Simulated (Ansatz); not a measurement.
## Run report: Ge, single-point calculation (part 1 of 2)

The run: single-point calculation of Ge (P6₃/mmc, 48 atoms in the cell). Method and program: DFT PBE, scalar-relativistic, plane waves, PAW, no spin polarisation (Ansatz 0.2.0).

The structure derives from a Materials Project entry. Figures and captions count atoms from 1; the log counts them from 0 in places.

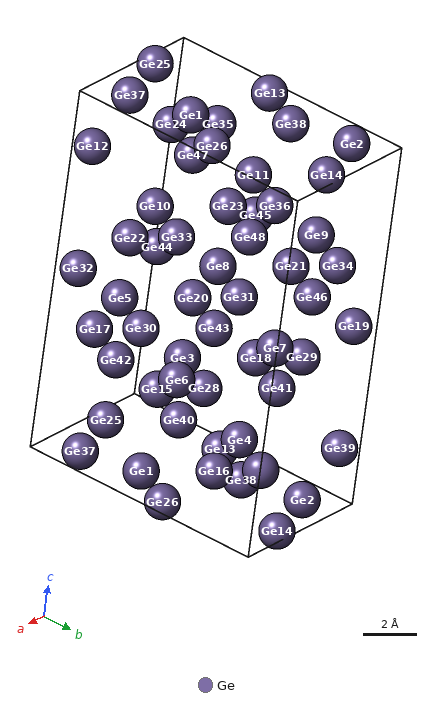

**Figure 1.** The input geometry (spheres-only view of the cell of the calculation, seen at an oblique angle; atoms are numbered from 1 in the order of the input). An atom can appear more than once, as a periodic image.

Summary:

```csv
quantity,value
outcome,converged
space group (tolerance 0.01 Å),P6₃/mmc (194)
electrons treated,672
free energy,−206157.8302 eV
Fermi energy,8.563 eV
gap on the k-point mesh,0.12 eV
largest force (length of the vector),0.041 eV/Å
hardware,"8 threads of Arm Neoverse V2, 24 GiB of memory available, shared host"
wall time,17 s (CPU time 2.3 min)
peak memory,8.9 GiB
```

The program warns: the structure was made exactly symmetric.

Input file:
```yaml
crystal:
  lattice:
    - [-5.996379, 3.462011, 6.599378]
    - [5.996379, -3.462011, 6.599378]
    - [5.996379, 10.386033, -6.599378]
  atoms:
    - { symbol: Ge, position: [0.698117, 0.364784, 0.0] }
    - { symbol: Ge, position: [0.198117, 0.864784, 0.0] }
    - { symbol: Ge, position: [0.03145, 0.198117, 0.166667] }
    - { symbol: Ge, position: [0.53145, 0.698117, 0.166667] }
    - { symbol: Ge, position: [0.364784, 0.031451, 0.333333] }
    - { symbol: Ge, position: [0.864784, 0.531451, 0.333333] }
    - { symbol: Ge, position: [0.698117, 0.864784, 0.5] }
    - { symbol: Ge, position: [0.198117, 0.364784, 0.5] }
    - { symbol: Ge, position: [0.03145, 0.698117, 0.666667] }
    - { symbol: Ge, position: [0.53145, 0.198117, 0.666667] }
    - { symbol: Ge, position: [0.364784, 0.531451, 0.833333] }
    - { symbol: Ge, position: [0.864784, 0.031451, 0.833333] }
    - { symbol: Ge, position: [0.114784, 0.448117, 0.0] }
    - { symbol: Ge, position: [0.614784, 0.948117, 0.0] }
    - { symbol: Ge, position: [0.448117, 0.28145, 0.166667] }
    - { symbol: Ge, position: [0.948117, 0.78145, 0.166667] }
    - { symbol: Ge, position: [0.781451, 0.114784, 0.333333] }
    - { symbol: Ge, position: [0.281451, 0.614784, 0.333333] }
    - { symbol: Ge, position: [0.114784, 0.948117, 0.5] }
    - { symbol: Ge, position: [0.614784, 0.448117, 0.5] }
    - { symbol: Ge, position: [0.448117, 0.78145, 0.666667] }
    - { symbol: Ge, position: [0.948117, 0.28145, 0.666667] }
    - { symbol: Ge, position: [0.781451, 0.614784, 0.833333] }
    - { symbol: Ge, position: [0.281451, 0.114784, 0.833333] }
    - { symbol: Ge, position: [0.385216, 0.051883, 0.0] }
    - { symbol: Ge, position: [0.885216, 0.551883, 0.0] }
    - { symbol: Ge, position: [0.718549, 0.885216, 0.166667] }
    - { symbol: Ge, position: [0.218549, 0.385216, 0.166667] }
    - { symbol: Ge, position: [0.051883, 0.71855, 0.333333] }
    - { symbol: Ge, position: [0.551883, 0.21855, 0.333333] }
    - { symbol: Ge, position: [0.385216, 0.551883, 0.5] }
    - { symbol: Ge, position: [0.885216, 0.051883, 0.5] }
    - { symbol: Ge, position: [0.718549, 0.385216, 0.666667] }
    - { symbol: Ge, position: [0.218549, 0.885216, 0.666667] }
    - { symbol: Ge, position: [0.051883, 0.21855, 0.833333] }
    - { symbol: Ge, position: [0.551883, 0.71855, 0.833333] }
    - { symbol: Ge, position: [0.801883, 0.135216, 0.0] }
    - { symbol: Ge, position: [0.301883, 0.635216, 0.0] }
    - { symbol: Ge, position: [0.135216, 0.968549, 0.166667] }
    - { symbol: Ge, position: [0.635216, 0.468549, 0.166667] }
    - { symbol: Ge, position: [0.46855, 0.801883, 0.333333] }
    - { symbol: Ge, position: [0.96855, 0.301883, 0.333333] }
    - { symbol: Ge, position: [0.801883, 0.635216, 0.5] }
    - { symbol: Ge, position: [0.301883, 0.135216, 0.5] }
    - { symbol: Ge, position: [0.135216, 0.468549, 0.666667] }
    - { symbol: Ge, position: [0.635216, 0.968549, 0.666667] }
    - { symbol: Ge, position: [0.46855, 0.301883, 0.833333] }
    - { symbol: Ge, position: [0.96855, 0.801883, 0.833333] }
basis:
  ecutwfc: 420
  fft_grid_basis: typed
kpoints:
  mp_grid: { grid: [2, 2, 2] }
hamiltonian:
  xc: pbe
  pseudopotentials: { kind: paw }
scf:
  occupations: { method: gaussian, width: 0.05 }
output:
  forces: true
  stress: false
  eigenvalues: true
  bader: false
  write_density: true
  volumetric_format: npy
```

Command:
```bash
ansatz run input.yaml --threads 8 --pin off --max-ram 16384MiB --backend cpu --events-out ev --progress --plain --runs-dir out
```

The program's output:
```
Warning: the atoms were moved onto the symmetric positions of the space group found under crystal.symmetry.tolerance 1.0e-5 (fractional; no operation is sought that the atoms, as they stand in a round, miss by more than twice it, and no atom is moved by as much as it), and the run uses the moved positions. Before a round's move an operation carried an atom to 1.54e-5 Å from where it should land, the largest such distance. Atom 2 (counting from 0) moved farthest, by 7.72e-6 Å; the longest move in fractions of the cell, of whichever atom, is 0.05 of the tolerance, in 1 round. To run the atoms as typed, lower crystal.symmetry.tolerance until the operations that they miss are no longer found, or set crystal.symmetry.detect: false (a key that needs symmetry detection or time reversal refuses this as the deck is read). The positions used, in the order of the run's atom list: position: [0.698117, 0.364784, 0.0]; position: [0.198117, 0.864784, 0.0]; position: [0.03145033333333334, 0.1981173333333333, 0.16666666666666666]; position: [0.5314503333333334, 0.6981173333333334, 0.16666666666666666]; position: [0.3647836666666667, 0.03145066666666669, 0.3333333333333333]; position: [0.8647836666666666, 0.5314506666666666, 0.3333333333333333]; position: [0.698117, 0.864784, 0.5]; position: [0.198117, 0.364784, 0.5]; position: [0.03145033333333334, 0.6981173333333334, 0.6666666666666666]; position: [0.5314503333333334, 0.1981173333333333, 0.6666666666666666]; position: [0.3647836666666667, 0.5314506666666666, 0.8333333333333334]; position: [0.8647836666666666, 0.03145066666666669, 0.8333333333333334]; position: [0.114784, 0.448117, 0.0]; position: [0.614784, 0.948117, 0.0]; position: [0.4481173333333333, 0.28145033333333336, 0.16666666666666666]; position: [0.9481173333333334, 0.7814503333333334, 0.16666666666666666]; position: [0.7814506666666666, 0.11478366666666666, 0.3333333333333333]; position: [0.2814506666666667, 0.6147836666666666, 0.3333333333333333]; position: [0.114784, 0.948117, 0.5]; position: [0.614784, 0.448117, 0.5]; position: [0.4481173333333333, 0.7814503333333334, 0.6666666666666666]; position: [0.9481173333333334, 0.28145033333333336, 0.6666666666666666]; position: [0.7814506666666666, 0.6147836666666666, 0.8333333333333334]; position: [0.2814506666666667, 0.11478366666666666, 0.8333333333333334]; position: [0.385216, 0.051883, 0.0]; position: [0.885216, 0.551883, 0.0]; position: [0.7185493333333334, 0.8852163333333334, 0.16666666666666666]; position: [0.21854933333333332, 0.3852163333333333, 0.16666666666666666]; position: [0.0518826666666667, 0.7185496666666666, 0.3333333333333333]; position: [0.5518826666666666, 0.21854966666666667, 0.3333333333333333]; position: [0.385216, 0.551883, 0.5]; position: [0.885216, 0.051883, 0.5]; position: [0.7185493333333334, 0.3852163333333333, 0.6666666666666666]; position: [0.21854933333333332, 0.8852163333333334, 0.6666666666666666]; position: [0.0518826666666667, 0.21854966666666667, 0.8333333333333334]; position: [0.5518826666666666, 0.7185496666666666, 0.8333333333333334]; position: [0.801883, 0.135216, 0.0]; position: [0.301883, 0.635216, 0.0]; position: [0.13521633333333333, 0.9685493333333334, 0.16666666666666666]; position: [0.6352163333333334, 0.4685493333333333, 0.16666666666666666]; position: [0.46854966666666664, 0.8018826666666666, 0.3333333333333333]; position: [0.9685496666666666, 0.3018826666666667, 0.3333333333333333]; position: [0.801883, 0.635216, 0.5]; position: [0.301883, 0.135216, 0.5]; position: [0.13521633333333333, 0.4685493333333333, 0.6666666666666666]; position: [0.6352163333333334, 0.9685493333333334, 0.6666666666666666]; position: [0.46854966666666664, 0.3018826666666667, 0.8333333333333334]; position: [0.9685496666666666, 0.8018826666666666, 0.8333333333333334]; The lattice was moved too: crystal.lattice keeps the space group found at crystal.symmetry.tolerance 1.0e-5 only nearly: the operation that it misses by the most changes a squared length by the fraction 1.49e-8. The run uses the lattice that is a stretch of the typed one, with no rotation, onto the one that keeps every operation to a double's rounding (on a very oblique basis the stretch itself rounds by more); the deck's lattice vector that moved farthest moved by 4.47e-8 Å. To run the lattice as typed, set crystal.symmetry.tolerance under 1.49e-8, the least fraction by which an operation that the lattice misses changes a squared length (the same key also sets how far an atom may lie from its image, so lowering it can lose operations that the atoms keep only within it), or set crystal.symmetry.detect: false, as for the atoms. crystal.lattice made exact, in Å and degrees: [[-5.996378987090584, 3.462011022359764, 6.599378], [5.996378987090584, -3.462011022359764, 6.599378], [5.996378961271752, 10.386033022359763, -6.599378]]. Pasted over the deck's crystal.lattice, beside positions in fractional coordinates, it runs the same cell (given as lengths and angles, that cell in the form's own orientation, a rigid turn of the misfit's size from the one run here, for which a checkpoint.post_process_only pass over this run's state can be refused: where this run relaxes nothing, give such a pass this deck's own crystal.lattice, as typed; behind a relaxation, as crystal.lattice, the state's own cell, identity.cell in its checkpoint.json), and a matrix so pasted ends this notice, except on a very skew basis of the lattice, where the rounding of the pasted numbers themselves can read as a misfit: the cell is then moved again, and that move is told again. The lattice as run is in this notice's lattice.as_run_ang field (Run.prep()["deck_notices"] in Python, the deck_notice line of an events file, deck_notices of ansatz run --dry-run=json, or deck_notices in record.json in the deck's checkpoint.write directory).
Engine: ansatz 0.2.0, aarch64-unknown-linux-gnu
Pseudopotentials: kind: paw
Pseudopotential: Ge, paw, valence charge 14, recommended cutoff 420 eV (normal), Ge.paw.azcp
Functional definition: PBE
  parameter kappa = 0.804
  parameter beta = 0.06672455060314922
  exchange = pbe_x(kappa = kappa, mu = beta*pi^2/3)
  correlation = pbe_c(beta = beta)
Crystal: 48 atoms, lattice volume = 1096.000 Å³
Basis set: ecut = 420 eV, 21365 PW (Γ), exchange–correlation on 128×128×192 points (8 copies of the dense FFT grid, shifted against one another)
Bands: 404, of which v1, the nominal top of the filled ones, is band 336 counted from 1 (335 counted from 0)
Symmetry: 96 space group operations
Space group: P63/mmc (ITA 194), of the structure as read, at distance tolerance 1.0e-4 Å
k-points: 5 of 8
Non-local potential: Ge, projectors of the file, l = 0: 2, l = 1: 2, l = 2: 3, l = 3: 1
PAW form: soft (Blöchl's): semilocal exchange-correlation on the pseudo side does not see the compensation charge
PAW one-centre angular grid: Ge, 590 points (default); XC on 64 Gauss nodes
Initial density: superposition of atomic densities (neutral atoms: chi_scale 0, normalization atom), corrected by the library's trained network
Initial wavefunctions: pseudopotential atomic-orbital guess
Functional: x = pbe(κ = 0.804, μ = 0.2195149727645171), c = pbe(β = 0.06672455060314922)
SCF iter   1: F=—  HF=-206157.851680 eV  |F-HF|=—  |Δ(HF+E_count)|=         —  Δρ=1.24e-3  dr2=1.76e-2  ethr=1.77e-3  ⟨swp⟩=6.0  Hψ=7021  notcnv=0  defer=22
preconditioner: auto → LDOS  [insulator: Δε(μ)=0.118 eV  Ē_g=22.397 eV  σ=0.050 eV  W_gap=0.90  n_scr=300 (ndim 8)  ℏωp=29.1 eV  f_vac=0.073  D(μ)=1.98/eV (n_scr^D=2)  ε∞_Penn≈2.7  β→1.0]
SCF iter   2: F=—  HF=-206157.841785 eV  |F-HF|=—  |Δ(HF+E_count)|=   9.90e-3  Δρ=1.26e-3  dr2=9.38e-3  ethr=2.62e-6  ⟨swp⟩=2.0  Hψ=4035  notcnv=0  defer=83
SCF iter   3: F=—  HF=-206157.830517 eV  |F-HF|=—  |Δ(HF+E_count)|=   1.13e-2  Δρ=1.88e-4  dr2=4.05e-4  ethr=1.40e-6  ⟨swp⟩=2.0  Hψ=3405  notcnv=0  defer=47
automatic band count: iteration 3 solves 389 bands in place of 404: the levels show a gap, and the empty bands left out lie too high to hold charge; the band table lists the bands solved (type scf.n_extra_bands for more)
SCF iter   4: F=—  HF=-206157.830198 eV  |F-HF|=—  |Δ(HF+E_count)|=   3.19e-4  Δρ=4.77e-5  dr2=2.49e-5  ethr=6.03e-8  ⟨swp⟩=2.0  Hψ=3405  notcnv=0  defer=47
SCF iter   5: F=—  HF=-206157.830220 eV  |F-HF|=—  |Δ(HF+E_count)|=   2.25e-5  Δρ=9.63e-6  dr2=9.75e-7  ethr=3.70e-9  ⟨swp⟩=2.0  Hψ=3405  notcnv=0  defer=47
SCF iter   6: F=—  HF=-206157.830220 eV  |F-HF|=—  |Δ(HF+E_count)|=   5.28e-7  Δρ=3.76e-6  dr2=9.51e-8  ethr=1.49e-11  ⟨swp⟩=8.4  Hψ=7296  notcnv=0
SCF iter   7: F=-206157.830219 eV  HF=-206157.830220 eV  |F-HF|=3.67e-9  |Δ(HF+E_count)|=   1.01e-7  Δρ=5.53e-7  dr2=2.11e-9  ethr=1.42e-11  ⟨swp⟩=3.0  Hψ=5325  notcnv=0
SCF 1 converged in 7 iterations: F = -206157.830219 eV  dr2 = 2.11e-9
  greatest PAW one-centre occupation: 0.998 electrons in one spin orbital (limit 2), on the Ge atom at site 35 (counted from 0), in its partial waves of l = 2
```

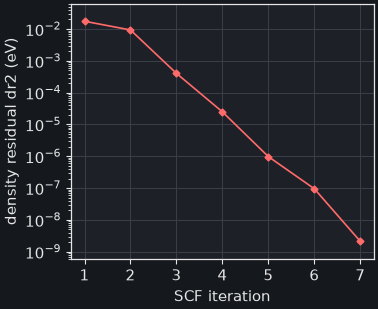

**Figure 2.** Convergence of the self-consistent field: density residual dr2 against the SCF iteration. The residual falls at every step.

```
SCF converged after 7 iterations
Free energy (F): -206157.830219 eV
Harris-Foulkes:  -206157.830220 eV  (|F-HF|=3.67e-9)
Internal energy: -206157.828128 eV  (E = F + TS)
E sigma→0 (E₀):  -206157.829174 eV
Entropy (-TS):   -0.002092 eV (-0.044 meV/atom)
Fermi energy:    8.562844 eV
--- Per-component energies (eV) ---
  E_band       = -7228.443052
  E_kinetic    = 5351.863831
  E_local      = -119045.611145  (includes V_loc(G=0)·N_el)
  E_nonlocal   = 20088.571404
  E_hartree    = 52248.715479
  E_xc         = -3628.650072
  E_vxc        = -3102.948104  (∫ρ·V_xc dr)
  E_paw        = -96952.031108  (= ΣΔE_a)
  E_vpaw       = -15017.753790  (= ΣTr[D̂ρ^β])
  E_aug_tail   = 0.017356  (compensation charges beyond the density's cutoff)
  E_ewald      = -64220.703873
  E_smearing   = -0.002092  (= −TS)
  E_closure    = 0.000000  (closes the sum)
  Σ components = -206157.830219   (vs F -206157.830219, Δ=0.00e0)
--- Forces (eV/Å), atoms counted from 1 ---
  atom   1  Ge    -0.01421914     0.00820942     0.03752601
  atom   2  Ge    -0.01421914     0.00820942     0.03752601
  atom   3  Ge    -0.01421914     0.00820942     0.03752601
  atom   4  Ge    -0.01421914     0.00820942     0.03752601
  atom   5  Ge    -0.01421914     0.00820942     0.03752601
  atom   6  Ge    -0.01421914     0.00820942     0.03752601
  atom   7  Ge    -0.01421914     0.00820942     0.03752601
  atom   8  Ge    -0.01421914     0.00820942     0.03752601
  atom   9  Ge    -0.01421914     0.00820942     0.03752601
  atom  10  Ge    -0.01421914     0.00820942     0.03752601
  atom  11  Ge    -0.01421914     0.00820942     0.03752601
  atom  12  Ge    -0.01421914     0.00820942     0.03752601
  atom  13  Ge     0.01421914    -0.00820942     0.03752601
  atom  14  Ge     0.01421914    -0.00820942     0.03752601
  atom  15  Ge     0.01421914    -0.00820942     0.03752601
  atom  16  Ge     0.01421914    -0.00820942     0.03752601
  atom  17  Ge     0.01421914    -0.00820942     0.03752601
  atom  18  Ge     0.01421914    -0.00820942     0.03752601
  atom  19  Ge     0.01421914    -0.00820942     0.03752601
  atom  20  Ge     0.01421914    -0.00820942     0.03752601
  atom  21  Ge     0.01421914    -0.00820942     0.03752601
  atom  22  Ge     0.01421914    -0.00820942     0.03752601
  atom  23  Ge     0.01421914    -0.00820942     0.03752601
  atom  24  Ge     0.01421914    -0.00820942     0.03752601
  atom  25  Ge    -0.01421914     0.00820942    -0.03752601
  atom  26  Ge    -0.01421914     0.00820942    -0.03752601
  atom  27  Ge    -0.01421914     0.00820942    -0.03752601
  atom  28  Ge    -0.01421914     0.00820942    -0.03752601
  atom  29  Ge    -0.01421914     0.00820942    -0.03752601
  atom  30  Ge    -0.01421914     0.00820942    -0.03752601
  atom  31  Ge    -0.01421914     0.00820942    -0.03752601
  atom  32  Ge    -0.01421914     0.00820942    -0.03752601
  atom  33  Ge    -0.01421914     0.00820942    -0.03752601
  atom  34  Ge    -0.01421914     0.00820942    -0.03752601
  atom  35  Ge    -0.01421914     0.00820942    -0.03752601
  atom  36  Ge    -0.01421914     0.00820942    -0.03752601
  atom  37  Ge     0.01421914    -0.00820942    -0.03752601
  atom  38  Ge     0.01421914    -0.00820942    -0.03752601
  atom  39  Ge     0.01421914    -0.00820942    -0.03752601
  atom  40  Ge     0.01421914    -0.00820942    -0.03752601
  atom  41  Ge     0.01421914    -0.00820942    -0.03752601
  atom  42  Ge     0.01421914    -0.00820942    -0.03752601
  atom  43  Ge     0.01421914    -0.00820942    -0.03752601
  atom  44  Ge     0.01421914    -0.00820942    -0.03752601
  atom  45  Ge     0.01421914    -0.00820942    -0.03752601
  atom  46  Ge     0.01421914    -0.00820942    -0.03752601
  atom  47  Ge     0.01421914    -0.00820942    -0.03752601
```
